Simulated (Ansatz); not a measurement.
A series of calculations on Cl$_{31}$Na$_{32}$

Part 1: Relaxation

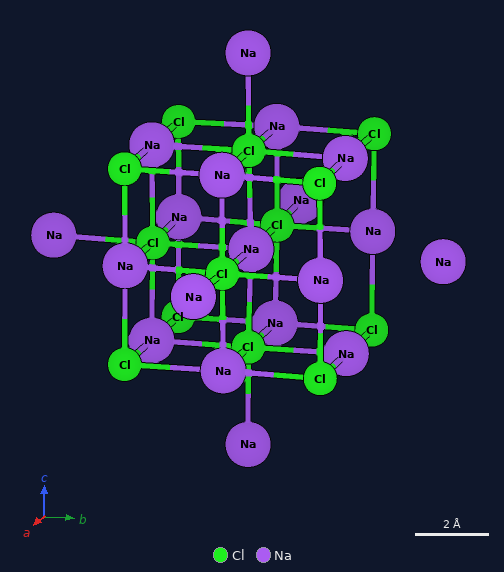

This is the input geometry for a relaxation of a defect cell of composition Cl₃₁Na₃₂ (cell charge +1). The picture is a ball-and-stick view of the atoms within 5.8 Å of the atom that moves most (axes of the cell of the calculation (origin shifted)), seen slightly off an axis.

Level of theory: DFT, PBEsol, PAW, plane waves (Ansatz 0.2.0).

Settings: plane-wave cutoff 420 eV; k-point mesh 1 × 1 × 1; mesh shifted by (0.25, 0.25, 0.25); no spin polarisation; atoms relaxed in a fixed cell; force threshold 0.03 eV/Å; at most 80 steps.

```
Cl Na
1.0
    11.20000    0.00000    0.00000
     0.00000   11.20000    0.00000
     0.00000    0.00000   11.20000
Cl Na
31 32
Direct
  0.24991 0.00030 0.00121
  0.24883 0.00286 0.49919
  0.24752 0.49876 0.99830
  0.75064 0.99798 0.99927
  0.74920 0.99833 0.50294
  0.75209 0.49940 0.00308
  0.74946 0.50063 0.50052
  0.99535 0.24853 0.99881
  0.99886 0.25330 0.49972
  0.99928 0.74861 0.99897
  0.99777 0.75230 0.49976
  0.49926 0.25079 0.99974
  0.50012 0.25094 0.49951
  0.49566 0.75006 0.00152
  0.50462 0.75124 0.50171
  0.00199 0.99998 0.25010
  0.99998 0.00037 0.74786
  0.00147 0.49686 0.24912
  0.99833 0.50287 0.75038
  0.50032 0.99986 0.25010
  0.50013 0.99980 0.75001
  0.49791 0.50168 0.24752
  0.49885 0.50035 0.74649
  0.25267 0.24897 0.25029
  0.25078 0.25003 0.75213
  0.24852 0.74823 0.25028
  0.24933 0.74719 0.74856
  0.74921 0.25005 0.25280
  0.74992 0.25164 0.75040
  0.75115 0.75060 0.24868
  0.74837 0.74907 0.75045
  0.99975 0.00102 0.99833
  0.99865 0.00082 0.50415
  0.00351 0.49972 0.99806
  0.00137 0.49941 0.50125
  0.50001 0.00043 0.00222
  0.49913 0.00109 0.50212
  0.50141 0.49780 0.00037
  0.49849 0.50252 0.49872
  0.24830 0.24750 0.00080
  0.24870 0.25499 0.50041
  0.24816 0.74957 0.99760
  0.25042 0.74904 0.50209
  0.74759 0.24737 0.00006
  0.74962 0.24547 0.50147
  0.74790 0.74955 0.00575
  0.74993 0.75212 0.50130
  0.24805 0.99990 0.25003
  0.24951 0.00050 0.74979
  0.25438 0.50130 0.25144
  0.25149 0.49805 0.74903
  0.75062 0.00070 0.24928
  0.75186 0.99734 0.74848
  0.75024 0.50048 0.25074
  0.75370 0.50132 0.75225
  0.00054 0.24845 0.25033
  0.00059 0.25278 0.75277
  0.00113 0.75125 0.24557
  0.99646 0.74786 0.75048
  0.50126 0.25340 0.25137
  0.49959 0.24977 0.75038
  0.49863 0.74957 0.25162
  0.49875 0.74843 0.75196
```

Question: What does the optimiser find from here?

Answer: Na41 moves most: 0.24 Å along −b. By element the largest moves are Na 0.24 Å, Cl 0.13 Å. The cell stays as it was. Near-neighbour distances that change, for instance: Cl2–Na43 2.843 → 2.612 Å, Cl2–Na41 2.824 → 2.612 Å, Cl19–Na51 2.836 → 2.752 Å, Cl18–Na50 2.833 → 2.752 Å. Bond angles that change, for instance: Na41–Cl24–Na50 88.4° → 100.3°, Na39–Cl13–Na41 88.7° → 100.4°, Cl9–Na41–Cl13 178.6° → 169.7°. Over 2 geometry steps the energy falls by 0.734 eV per cell of the calculation. The largest force component goes from 0.72 to 0.004 eV/Å.

Step by step:

| step | E − E(0), meV/atom | largest force component, eV/Å |
| --- | --- | --- |
| 0 | 0.00 | 0.7153 |
| 1 | -11.11 | 0.1071 |
| 2 | -11.65 | 0.0040 |

After the run, drawn alike:

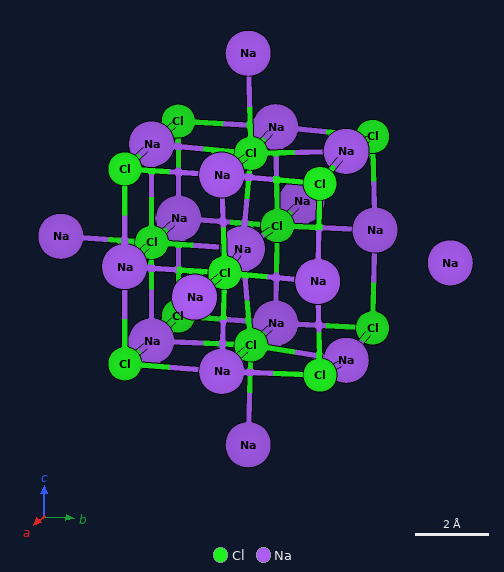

Limits of the set-up: the cell is charged, on a uniform background, and energies carry no finite-size correction.

Part 2: Relaxation

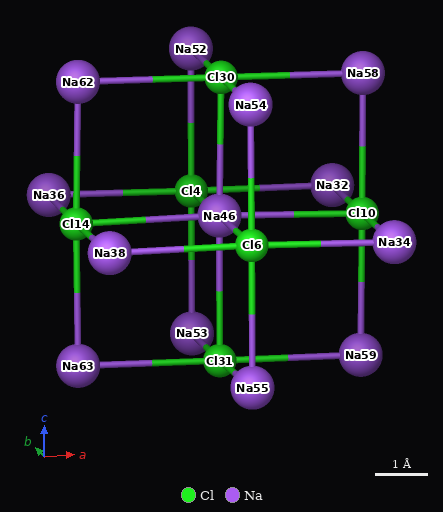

Starting structure of a defect cell of composition Cl31Na32. The picture is a ball-and-stick view of the atoms within 4.2 Å of the atom that moves most (axes of the cell of the calculation), seen slightly off an axis.

The calculation used DFT, PBEsol, PAW, plane waves in Ansatz 0.2.0.

Settings: plane-wave cutoff 420 eV; k-point mesh 1 × 1 × 1; mesh shifted by (0.25, 0.25, 0.25); collinear spin; atoms relaxed in a fixed cell; force threshold 0.03 eV/Å; at most 80 steps.

```
CELL_PARAMETERS angstrom
11.20000 0.00000 0.00000
0.00000 11.20000 0.00000
0.00000 0.00000 11.20000
ATOMIC_POSITIONS crystal
Cl 0.24991 0.00030 0.00121
Cl 0.24883 0.00286 0.49919
Cl 0.24752 0.49876 0.99830
Cl 0.75064 0.99798 0.99927
Cl 0.74920 0.99833 0.50294
Cl 0.75209 0.49940 0.00308
Cl 0.74946 0.50063 0.50052
Cl 0.99535 0.24853 0.99881
Cl 0.99886 0.25330 0.49972
Cl 0.99928 0.74861 0.99897
Cl 0.99777 0.75230 0.49976
Cl 0.49926 0.25079 0.99974
Cl 0.50012 0.25094 0.49951
Cl 0.49566 0.75006 0.00152
Cl 0.50462 0.75124 0.50171
Cl 0.00199 0.99998 0.25010
Cl 0.99998 0.00037 0.74786
Cl 0.00147 0.49686 0.24912
Cl 0.99833 0.50287 0.75038
Cl 0.50032 0.99986 0.25010
Cl 0.50013 0.99980 0.75001
Cl 0.49791 0.50168 0.24752
Cl 0.49885 0.50035 0.74649
Cl 0.25267 0.24897 0.25029
Cl 0.25078 0.25003 0.75213
Cl 0.24852 0.74823 0.25028
Cl 0.24933 0.74719 0.74856
Cl 0.74921 0.25005 0.25280
Cl 0.74992 0.25164 0.75040
Cl 0.75115 0.75060 0.24868
Cl 0.74837 0.74907 0.75045
Na 0.99975 0.00102 0.99833
Na 0.99865 0.00082 0.50415
Na 0.00351 0.49972 0.99806
Na 0.00137 0.49941 0.50125
Na 0.50001 0.00043 0.00222
Na 0.49913 0.00109 0.50212
Na 0.50141 0.49780 0.00037
Na 0.49849 0.50252 0.49872
Na 0.24830 0.24750 0.00080
Na 0.24870 0.25499 0.50041
Na 0.24816 0.74957 0.99760
Na 0.25042 0.74904 0.50209
Na 0.74759 0.24737 0.00006
Na 0.74962 0.24547 0.50147
Na 0.74790 0.74955 0.00575
Na 0.74993 0.75212 0.50130
Na 0.24805 0.99990 0.25003
Na 0.24951 0.00050 0.74979
Na 0.25438 0.50130 0.25144
Na 0.25149 0.49805 0.74903
Na 0.75062 0.00070 0.24928
Na 0.75186 0.99734 0.74848
Na 0.75024 0.50048 0.25074
Na 0.75370 0.50132 0.75225
Na 0.00054 0.24845 0.25033
Na 0.00059 0.25278 0.75277
Na 0.00113 0.75125 0.24557
Na 0.99646 0.74786 0.75048
Na 0.50126 0.25340 0.25137
Na 0.49959 0.24977 0.75038
Na 0.49863 0.74957 0.25162
Na 0.49875 0.74843 0.75196
```

### Where does the relaxation end?

Over 2 geometry steps the energy falls by 76.2 meV per cell of the calculation. Largest force component: 0.14 eV/Å at the start, 0.0029 eV/Å at the end. The atom that moves furthest is Na46 (0.064 Å along [1 0 −3]). Largest moves by element: Na 0.064 Å, Cl 0.059 Å. The lattice vectors keep their values. Near-neighbour distances that change, for instance: Cl30–Na46 2.721 → 2.798 Å, Cl31–Na46 2.859 → 2.801 Å, Cl10–Na58 2.762 → 2.799 Å, Cl10–Na32 2.827 → 2.800 Å. Among the angles between lasting bonds that change: Cl4–Na46–Cl6 177.4° → 179.9°. The run took 5.7 s on 1 × NVIDIA GB300 Max-Q with 8 threads of Arm Neoverse-V2, peak memory 2 GiB.

After the run, drawn alike:

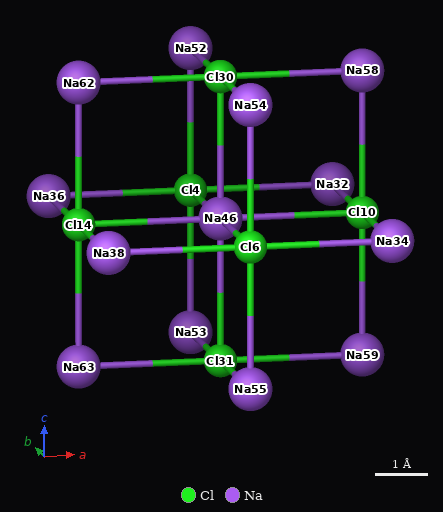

Part 3: Defect

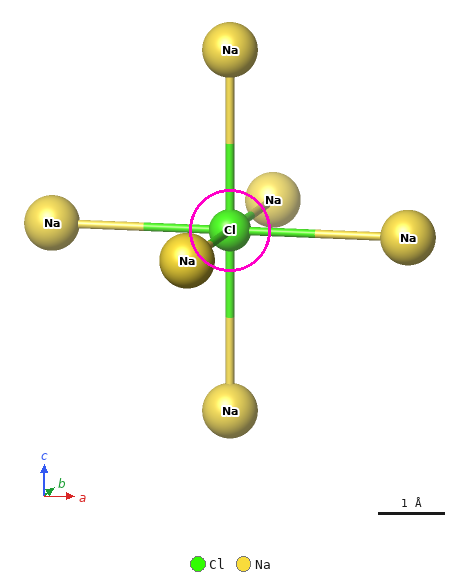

Perfect NaCl. The picture is a ball-and-stick view of the atoms within 3.8 Å of one point, seen slightly off an axis.

These are results of DFT, PBEsol, PAW, plane waves in Ansatz, not measurements. Settings: plane-wave cutoff 420 eV; k-point mesh 1 × 1 × 1; mesh shifted by (0.25, 0.25, 0.25); no spin polarisation. Fermi-Dirac smearing of 0.01 eV. A uniform background neutralises the charged cell. The axes drawn are those of the host's conventional cell.

A chlorine atom is taken out (a vacancy) at the ringed place, in charge state +1. The supercell has 64 sites, and the atoms are relaxed at the host's cell.

Q: Predict the relaxed surroundings of the defect.

A: Around the empty Cl site the host had 6 Na at 2.80 Å; after relaxation the nearest atoms are 6 Na at 2.99 Å. Of the host's atoms, a sodium atom moves furthest from its site, by 0.19 Å.

The relaxed defect, seen from the same direction:

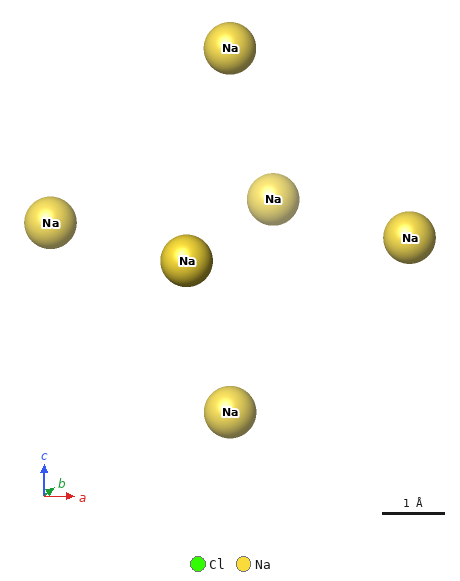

Limits of the set-up: the cell is charged, on a uniform background, and energies carry no finite-size correction.
